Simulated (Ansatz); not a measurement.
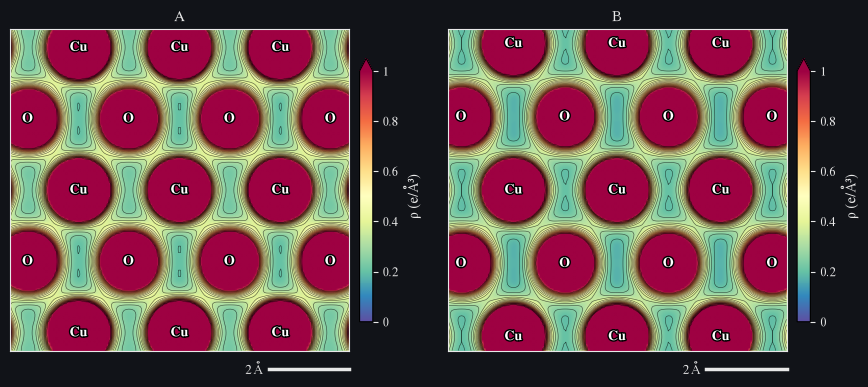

CuO. The valence charge density (pseudo) of two cells that differ in size, on the (101) plane of each (indices in the axes of the calculation cell), at one length scale and on one colour scale; one has 8.0 and the other 8.6 Å³ an atom.

These are results of Ansatz 0.2.0, Kohn-Sham DFT of a periodic cell, PBE, Ansatz PAW, not measurements.

Which is the denser cell? Describe the effect of the change.

Answer. Panel A is the smaller cell, by 8 % in volume. From the larger cell to the smaller, Cu–O goes from 2.24 to 2.18 Å, and the density at its midpoint from 0.35 to 0.39 e/Å³; the pressure goes from 11 to 33 GPa.
